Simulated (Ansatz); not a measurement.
# Nudged elastic band of Al16O25 (part 3 of 3)

Continued. System: Al16O25 (defect cell, 41 atoms in the cell). Method: DFT PBE-D3(BJ), scalar-relativistic, plane waves, PAW, PAW set soft_1, spin-polarised (Ansatz 0.2.0); cutoff 420 eV, 2×2×2 k-mesh, Gaussian smearing of 0.05 eV, collinear spins. The structure derives from an entry of the Crystallography Open Database. One setting was made poor on purpose. It belongs to a series of runs on one base structure; here: band between the two ends.

Output, continued:
```
--- NEB band (4 images, 35 band iterations, 685 SCF iterations) ---
  forward barrier  = 0.000000 eV
  backward barrier = 2.057461 eV
  lagrangian_above_aufbau_ev (what the smearing adds, to first order; not taken off the barriers): saddle image -0.000000 eV, end points -0.000000 and +0.000000 eV
  energies are F+E_penalty+E_count in eV, relative to image 0
  image     s (Å)  Δ vs image 0  max|band force component| (eV/Å)     M (μB)  M_abs (μB)
  *   0    0.0000      0.000000                                 —    +2.0000      2.1107
      1    1.7658     -1.428917                          4.424e-3    +0.0000      0.0000
      2    3.5314     -1.200415                          4.164e-2    +0.0000      0.0000
      3    5.2968     -2.057461                                 —    +0.0000      0.0000
  highest-image geometry (image 0):
  cell:  # Å, volume = 338.7890 Å³
    - [-4.754, -2.744723, 4.327333]
    - [4.754, -2.744723, 4.327333]
    - [0.0, 5.489446, 4.327333]
  atoms:
    - { symbol: Al, position: [0.35484912, 0.35931833999999996, 0.35158196] }
    - { symbol: Al, position: [0.15069406999999999, 0.15221144999999997, 0.13948238999999998] }
    - { symbol: Al, position: [0.6528628999999998, 0.6465365099999999, 0.6507065699999999] }
    - { symbol: Al, position: [0.8553140399999997, 0.8506500599999998, 0.8538688099999999] }
    - { symbol: O, position: [0.41160233999999996, 0.5901325799999999, 0.7543171999999998] }
    - { symbol: O, position: [0.7508404299999999, 0.4011710799999999, 0.5982303699999999] }
    - { symbol: O, position: [0.6025285499999999, 0.7502643399999998, 0.40605054] }
    - { symbol: O, position: [0.5961729299999998, 0.4072666099999998, 0.24886644999999993] }
    - { symbol: O, position: [0.24885849000000002, 0.6099991299999998, 0.40182724] }
    - { symbol: O, position: [0.40548316999999995, 0.25078229999999996, 0.5932442499999999] }
    - { symbol: Al, position: [0.8565853699999998, 0.8576690399999998, 0.3544546499999999] }
    - { symbol: Al, position: [0.6510047899999998, 0.6520963199999998, 0.14866286] }
    - { symbol: Al, position: [0.15392457, 0.14356832, 0.6471739699999999] }
    - { symbol: Al, position: [0.35712294999999983, 0.34982409999999997, 0.8503184499999997] }
    - { symbol: O, position: [0.9089737799999998, 0.0955656399999999, 0.7529852599999999] }
    - { symbol: O, position: [0.28459164, 0.8923262299999999, 0.6179679699999998] }
    - { symbol: O, position: [0.09591719000000004, 0.2847673, 0.4059272399999999] }
    - { symbol: O, position: [0.07350877000000006, 0.9026713999999998, 0.17475739999999998] }
    - { symbol: O, position: [0.7409060799999998, 0.10097023999999993, 0.40088050999999997] }
    - { symbol: O, position: [0.9060044499999997, 0.7411670699999998, 0.5996815899999999] }
    - { symbol: Al, position: [0.8556881599999999, 0.3516313299999999, 0.8521630799999999] }
    - { symbol: Al, position: [0.6507526499999998, 0.14745600999999992, 0.6491058399999998] }
    - { symbol: Al, position: [0.14849418999999997, 0.6433712399999999, 0.14291927999999998] }
    - { symbol: Al, position: [0.3615948499999999, 0.8563389899999998, 0.3619663299999999] }
    - { symbol: O, position: [0.9034707599999998, 0.5993657499999998, 0.2497109] }
    - { symbol: O, position: [0.2545629999999999, 0.4032331199999999, 0.09550309999999992] }
    - { symbol: O, position: [0.10064171999999993, 0.7416469999999998, 0.8972226999999998] }
    - { symbol: O, position: [0.10124056999999997, 0.40062798999999993, 0.7523099899999999] }
    - { symbol: O, position: [0.7528890899999998, 0.5950752599999999, 0.9057109199999998] }
    - { symbol: O, position: [0.9040969099999998, 0.2538412499999999, 0.09904581999999995] }
    - { symbol: Al, position: [0.36282369000000003, 0.8499541499999999, 0.8616236] }
    - { symbol: Al, position: [0.15394743999999994, 0.6447956799999999, 0.6527605599999999] }
    - { symbol: Al, position: [0.6466443399999999, 0.1482387099999999, 0.14712967999999998] }
    - { symbol: Al, position: [0.8462793599999998, 0.35762703999999984, 0.35100049999999994] }
    - { symbol: O, position: [0.39850481999999987, 0.09921555999999995, 0.24981402999999994] }
    - { symbol: O, position: [0.7387880799999997, 0.9045160899999998, 0.09436955000000002] }
    - { symbol: O, position: [0.6005251699999999, 0.24883469999999985, 0.9029453499999996] }
    - { symbol: O, position: [0.6057710999999998, 0.9022218199999997, 0.7529166699999997] }
    - { symbol: O, position: [0.25907326999999997, 0.09858623999999999, 0.9006446899999998] }
    - { symbol: O, position: [0.40426403999999994, 0.7500552799999999, 0.10295181000000003] }
    - { symbol: O, position: [0.08506876999999999, -0.010072250000000033, 0.42687514999999987] }
```

The last band as extended XYZ (Å, eV, eV/Å):
```
41
Lattice="-4.7540 -2.7447 4.3273 4.7540 -2.7447 4.3273 0.0000 5.4894 4.3273" Properties=species:S:1:pos:R:3:forces:R:3 image=0 energy=-22846.86515
Al    0.0212   -0.0302    4.6119   -0.0017  -0.0155   0.0029
Al    0.0072   -0.0657    1.9144   -0.0109  -0.0008  -0.0228
Al   -0.0301    0.0055    8.4388   -0.0144  -0.0103   0.0084
Al   -0.0222    0.0049   11.0772   -0.0125   0.0138   0.0143
O     0.8487    1.3913    7.5990   -0.0001   0.0271  -0.0239
O    -1.6623    0.1220    7.5739    0.0014  -0.0024   0.0007
O     0.7023   -1.4840    7.6111   -0.0142  -0.0004  -0.0042
O    -0.8981   -1.3880    5.4191    0.0087  -0.0122   0.0143
O     1.7169   -0.1515    5.4554   -0.0059  -0.0087  -0.0090
O    -0.7354    1.4553    5.4070    0.0159   0.0012  -0.0007
Al    0.0052   -2.7594    8.9520   -0.0109  -0.0278   0.0093
Al    0.0052   -2.7606    6.2823   -0.0158   0.0075  -0.0008
Al   -0.0492    2.7361    4.0879   -0.0017   0.0122  -0.0236
Al   -0.0347    2.7274    6.7388    0.0018  -0.0075   0.0006
O    -3.8669    1.3763    7.6054    0.0048  -0.0023   0.0087
O     2.8892    0.1620    7.7671    0.0160  -0.0196  -0.0004
O     0.8978    1.1834    3.4039   -0.0168   0.0191  -0.0004
O     3.9418   -1.7200    4.9805   -0.0054   0.0158  -0.0269
O    -3.0423   -0.1101    5.3778   -0.0143   0.0132   0.0223
O    -0.7836   -1.2291    9.7229   -0.0067  -0.0140   0.0061
Al   -2.3963    1.3641    8.9121   -0.0009   0.0099   0.0059
Al   -2.3927    1.3724    6.2630   -0.0057  -0.0176  -0.0100
Al    2.3526   -1.3889    4.0451    0.0296  -0.0104  -0.0013
Al    2.3520   -1.3559    6.8368    0.0299   0.0075  -0.0075
O    -1.4457   -2.7541    7.5839    0.0041  -0.0164   0.0113
O     0.7068   -1.2812    3.2598    0.0214  -0.0031   0.0053
O     3.0473    2.6134    7.5274   -0.0032   0.0003  -0.0264
O     1.4233    2.7523    5.4272   -0.0158   0.0022   0.0153
O    -0.7502    1.2721    9.7524   -0.0082   0.0077   0.0094
O    -3.0913   -2.6345    5.4394    0.0028  -0.0114   0.0107
Al    2.3158    1.4011    8.9766    0.0070  -0.0007  -0.0020
Al    2.3335    1.3910    6.2811    0.0058   0.0127  -0.0044
Al   -2.3694   -1.3741    4.0764    0.0139   0.0097   0.0254
Al   -2.3231   -1.3776    6.7286    0.0098  -0.0099  -0.0181
O    -1.4228    0.0052    3.2348    0.0042  -0.0003   0.0022
O     0.7879   -3.9924    7.5195   -0.0163   0.0158  -0.0185
O    -1.6719    2.6254    7.5828    0.0047  -0.0001  -0.0002
O     1.4093   -0.0059    9.7837   -0.0015  -0.0093  -0.0039
O    -0.7630    3.9624    5.4451    0.0150  -0.0257   0.0143
O     1.6439   -2.6031    5.4406    0.0006   0.0258  -0.0103
O    -0.4523    2.1375    2.1718   -0.0146   0.0246   0.0278
41
Lattice="-4.7540 -2.7447 4.3273 4.7540 -2.7447 4.3273 0.0000 5.4894 4.3273" Properties=species:S:1:pos:R:3:forces:R:3 image=1 energy=-22848.29406
Al    0.0201   -0.0450    4.5873    0.0040  -0.0074  -0.0271
Al    0.0286   -0.0399    1.9279    0.0161   0.0194  -0.0040
Al    0.0205   -0.0212    8.3900    0.0301  -0.0121  -0.0316
Al   -0.0041   -0.0293   11.0540    0.0101  -0.0204  -0.0100
O     0.9165    1.3758    7.5835    0.0474  -0.0120  -0.0124
O    -1.6416    0.0896    7.5759    0.0150  -0.0164  -0.0085
O     0.7235   -1.5235    7.5569    0.0063  -0.0191  -0.0426
O    -0.9163   -1.4006    5.4143   -0.0085  -0.0050  -0.0170
O     1.6978   -0.1514    5.4504   -0.0091   0.0012  -0.0144
O    -0.6520    1.4088    5.5066    0.0602  -0.0291   0.0490
Al    0.0082   -2.7763    8.8971    0.0036  -0.0051  -0.0422
Al   -0.0509   -2.7880    6.2613   -0.0313  -0.0127  -0.0217
Al    0.0995    2.7012    4.1325    0.0957  -0.0208   0.0163
Al   -0.0182    2.7281    6.7742    0.0191   0.0005   0.0091
O    -3.8090    1.3516    7.5605    0.0367  -0.0147  -0.0287
O     3.2117    0.6767    7.5516    0.2069   0.2241  -0.1601
O     0.8363    1.1856    3.3003   -0.0375   0.0036  -0.0770
O     3.8613   -1.4751    5.3177   -0.0457   0.1479   0.1897
O    -3.0966   -0.1341    5.4031   -0.0276  -0.0069   0.0044
O    -0.7204   -1.2635    9.6933    0.0398  -0.0225  -0.0210
Al   -2.3471    1.3707    8.8740    0.0297   0.0048  -0.0315
Al   -2.3532    1.3492    6.2378    0.0301  -0.0064  -0.0284
Al    2.3971   -1.3386    4.0435    0.0286   0.0263  -0.0069
Al    2.2983   -1.5912    6.6317   -0.0255  -0.1212  -0.1186
O    -1.4366   -2.7397    7.5692    0.0023   0.0064  -0.0201
O     0.7418   -1.2885    3.2641    0.0274  -0.0028  -0.0086
O     3.0787    2.7574    7.4973    0.0230   0.0593  -0.0113
O     1.4605    2.7760    5.3950    0.0311   0.0100  -0.0238
O    -0.7124    1.2427    9.7149    0.0175  -0.0156  -0.0262
O    -3.0864   -2.6605    5.4124    0.0049  -0.0105  -0.0297
Al    2.3525    1.4231    8.9567    0.0249   0.0140  -0.0106
Al    2.3384    1.4356    6.1674    0.0097   0.0167  -0.0659
Al   -2.3809   -1.4167    4.0924   -0.0031  -0.0199  -0.0033
Al   -2.3511   -1.3805    6.7295   -0.0135   0.0024  -0.0113
O    -1.4393   -0.1512    3.1979   -0.0078  -0.0794  -0.0293
O     0.7493   -4.0316    7.5454   -0.0240  -0.0174   0.0127
O    -1.6543    2.6037    7.5829    0.0179  -0.0100  -0.0122
O     1.4933   -0.0251    9.7042    0.0349   0.0042  -0.0244
O    -0.7226    3.9609    5.4380    0.0299   0.0008  -0.0142
O     1.5827   -2.6569    5.3812   -0.0331  -0.0266  -0.0367
O    -1.3866    2.0284    3.3182   -0.6360  -0.0274   0.7499
41
Lattice="-4.7540 -2.7447 4.3273 4.7540 -2.7447 4.3273 0.0000 5.4894 4.3273" Properties=species:S:1:pos:R:3:forces:R:3 image=2 energy=-22848.06556
Al    0.0674   -0.0469    4.5166   -0.0580  -0.0023   0.1367
Al    0.0468   -0.0051    1.8609   -0.0147  -0.0468   0.1060
Al   -0.0038    0.0022    8.4315    0.0418  -0.0425  -0.0176
Al   -0.0193   -0.0434   11.1680    0.0324  -0.0246  -0.1048
O     0.9788    1.3503    7.6065   -0.1039   0.0254  -0.0457
O    -1.6216    0.1074    7.5357    0.0225  -0.0311   0.0511
O     0.6403   -1.4965    7.5050    0.0784  -0.0646   0.0950
O    -0.9044   -1.3887    5.3317   -0.0102  -0.0213   0.1520
O     1.7009   -0.1457    5.3903   -0.0136  -0.0159   0.1288
O    -0.5362    1.3949    5.4600   -0.2556   0.1439  -0.0865
Al    0.0180   -2.7503    8.8569   -0.0099  -0.0365   0.0814
Al   -0.0516   -2.7663    6.2264   -0.0403  -0.0677   0.0669
Al    0.1402    2.6770    4.1133   -0.0165  -0.0197   0.1211
Al    0.0823    2.7101    6.7276   -0.1442   0.0160   0.0820
O    -3.7982    1.3336    7.6014    0.0025   0.0047  -0.0237
O     3.4325   -0.1515    7.2839   -0.2363   1.1576   0.3893
O     0.7990    1.2167    3.1984    0.1169  -0.0863   0.1486
O     3.8696   -1.4420    5.2900   -0.0078  -0.0843   0.0272
O    -3.0671   -0.0656    5.3600   -0.0217  -0.0940   0.0754
O    -0.7067   -1.2922    9.7274   -0.0150   0.0303  -0.0212
Al   -2.3525    1.3768    8.8408    0.0081  -0.0195   0.0587
Al   -2.2972    1.4077    6.1714   -0.0089  -0.0858   0.1062
Al    2.4261   -1.3968    4.0477   -0.0347   0.0867  -0.0019
Al    2.3195   -1.4542    6.7014   -0.0828  -0.2673  -0.0813
O    -1.4766   -2.7702    7.5138    0.0479   0.0408   0.0903
O     0.7930   -1.2863    3.2051   -0.0748  -0.0128   0.1158
O     3.1173    2.4904    7.6204   -0.0645   0.3500  -0.1368
O     1.5440    2.7233    5.4091   -0.0751   0.0771   0.0190
O    -0.7723    1.2502    9.7353    0.0970  -0.0261  -0.0012
O    -3.0788   -2.6149    5.3362    0.0100  -0.0629   0.1391
Al    2.3510    1.4114    9.0517   -0.0249   0.0430  -0.0240
Al    2.4121    1.3275    6.2274   -0.1240   0.1400  -0.0559
Al   -2.3477   -1.3745    4.0278   -0.0356  -0.0874   0.1066
Al   -2.3426   -1.3543    6.6679   -0.0021  -0.0282   0.0975
O    -1.4235   -0.0243    3.1802   -0.0035  -0.1954   0.0744
O     0.7188   -3.9850    7.5858    0.0358  -0.0755  -0.0372
O    -1.5897    2.6264    7.5196   -0.0742  -0.0190   0.1282
O     1.3366    0.1276   10.0126    0.1813  -0.2114  -0.3313
O    -0.6657    3.9707    5.3861   -0.0542  -0.0196   0.1195
O     1.6218   -2.6133    5.4160   -0.0822  -0.0676  -0.0360
O    -2.2918    2.4430    4.2218    1.0146  -0.2998  -1.7121
41
Lattice="-4.7540 -2.7447 4.3273 4.7540 -2.7447 4.3273 0.0000 5.4894 4.3273" Properties=species:S:1:pos:R:3:forces:R:3 image=3 energy=-22848.92261
Al    0.0576   -0.0704    4.5011   -0.0095   0.0042  -0.0084
Al   -0.0087   -0.0114    1.8615    0.0036  -0.0022   0.0005
Al   -0.0214    0.0140    8.3863   -0.0018   0.0003   0.0043
Al   -0.0287    0.0446   11.0155   -0.0049  -0.0027  -0.0009
O     0.9664    1.4009    7.6341    0.0014   0.0008   0.0023
O    -1.7251    0.0807    7.6088    0.0038  -0.0016   0.0002
O     0.7395   -1.4540    7.5338   -0.0022  -0.0010  -0.0025
O    -0.9289   -1.3927    5.3410    0.0056   0.0016   0.0023
O     1.7127   -0.1384    5.3336   -0.0013  -0.0020   0.0015
O    -0.3425    1.1094    5.8871   -0.0034  -0.0029   0.0011
Al    0.0034   -2.7306    8.8557   -0.0008   0.0016  -0.0020
Al    0.0017   -2.7292    6.2121    0.0012  -0.0032  -0.0009
Al   -0.0226    2.7980    3.9723   -0.0063  -0.0004   0.0054
Al    0.0493    2.7565    6.7684   -0.0044   0.0054  -0.0064
O    -3.8570    1.4137    7.5356   -0.0017  -0.0004   0.0016
O     3.0989    0.1699    7.4337   -0.0049  -0.0016  -0.0078
O     0.7062    1.2559    3.2307    0.0030   0.0017   0.0014
O     3.8617   -1.3815    5.3579   -0.0032  -0.0016   0.0007
O    -3.1283   -0.1234    5.3991    0.0042   0.0011   0.0005
O    -0.7289   -1.2475    9.6890   -0.0016   0.0012  -0.0044
Al   -2.3911    1.3646    8.8789   -0.0010   0.0020  -0.0018
Al   -2.4754    1.3914    6.2397    0.0032   0.0015   0.0004
Al    2.4214   -1.3703    4.0520    0.0023  -0.0014  -0.0036
Al    2.3913   -1.3790    6.6807    0.0033   0.0046   0.0055
O    -1.4447   -2.7316    7.5268    0.0015   0.0017  -0.0021
O     0.7671   -1.2561    3.2049    0.0000  -0.0021  -0.0018
O     3.1100    2.6518    7.5336    0.0010   0.0034   0.0015
O     1.4204    2.7461    5.3784    0.0029  -0.0004   0.0011
O    -0.7584    1.2863    9.7093   -0.0034  -0.0005  -0.0013
O    -3.1119   -2.6352    5.3702   -0.0016  -0.0023  -0.0006
Al    2.3724    1.3755    8.8805    0.0075  -0.0069   0.0012
Al    2.3734    1.3750    6.1869    0.0017   0.0023   0.0030
Al   -2.3796   -1.3811    4.0355   -0.0002  -0.0006   0.0033
Al   -2.3923   -1.3740    6.7041   -0.0023  -0.0030   0.0001
O    -1.4537   -0.0763    3.1305    0.0014  -0.0012   0.0029
O     0.7249   -3.9842    7.5407    0.0006   0.0026   0.0019
O    -1.6510    2.6174    7.5095   -0.0003  -0.0037   0.0014
O     1.3926    0.0461    9.7340   -0.0028   0.0016  -0.0020
O    -0.7179    3.9799    5.3617    0.0029   0.0006   0.0006
O     1.6523   -2.6225    5.3786   -0.0003   0.0010  -0.0002
O    -1.2538    1.6333    4.8534    0.0070   0.0028   0.0017
```

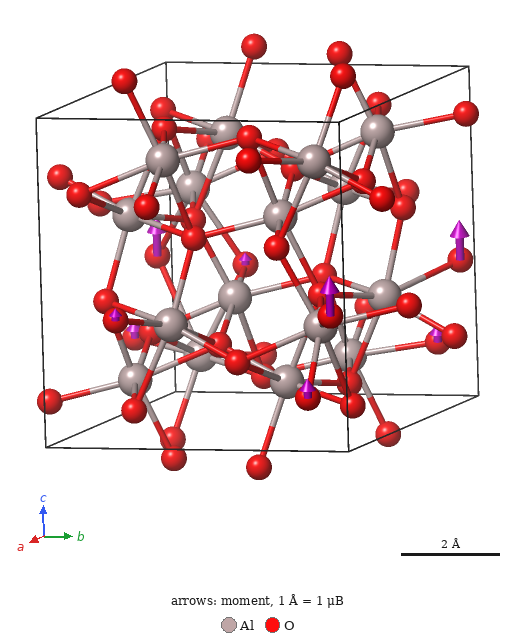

Figure 1. Magnetic moments of the sites as pink arrows (ball-and-stick view of the cell of the calculation, seen slightly off an axis; bonded neighbours outside the cell are drawn too); small moments hardly show. The run is collinear, so the axis drawn is arbitrary. Site moments: O41 (0.85 μB); O18 (0.41 μB); O17 (0.26 μB); O16 (0.13 μB). They are counted near the atoms and needn't add up to the moment of the cell. Atoms are counted from 1 in the order of the input.

Key numbers:

```csv
quantity,value
outcome,converged
"barrier, forward",0.000 eV
"barrier, backward",2.058 eV
electrons treated,198
hardware,"4 threads of AMD EPYC (Zen 3), 24 GiB of memory available, shared host"
wall time,15 min (CPU time 53 min)
peak memory,2.5 GiB
```

Remarks:

Warnings of the run: some starting moments were not kept. A deliberately poor setting: no climbing. The order of the saddle point was not checked.
